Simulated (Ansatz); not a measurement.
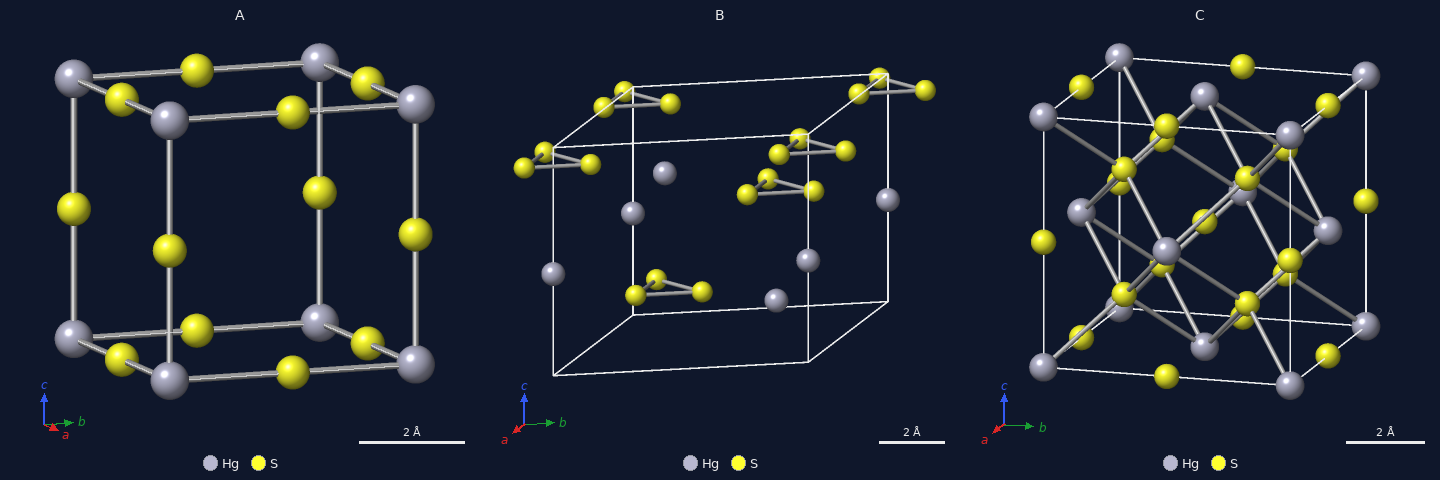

Three structures of HgS3, each relaxed to rest (conventional cells in solid outline, small ones repeated, each panel with its own scale). Method: Ansatz 0.2.0, DFT PBE, scalar-relativistic, plane waves, PAW, without spin polarisation.

### What are the structures shown?

A: ReO₃ type, Pm-3m; B: 12 atoms a cell on a rhombohedral (trigonal R) lattice, R3m; C: D0₃ (BiF₃ or Fe₃Al type), Fm-3m.

### Which of these is lowest in energy, and how far above it do the others lie?

B, then C (+497 meV/atom) and A (+843 meV/atom), energies at zero smearing.

### Collect the results in a table.

| panel | structure | E − E(lowest) (meV/atom) | volume (Å³/atom) | gap (eV) |
| --- | --- | --- | --- | --- |
| B | R3m | 0 | 33.7 | 1.35 |
| C | Fm-3m | 497 | 18.4 | metal |
| A | Pm-3m | 843 | 32.5 | metal |

Some of these may be structure types tried for this composition rather than known phases, and the most stable form need not be among them. Gaps are taken on the k-mesh or band path of each run.
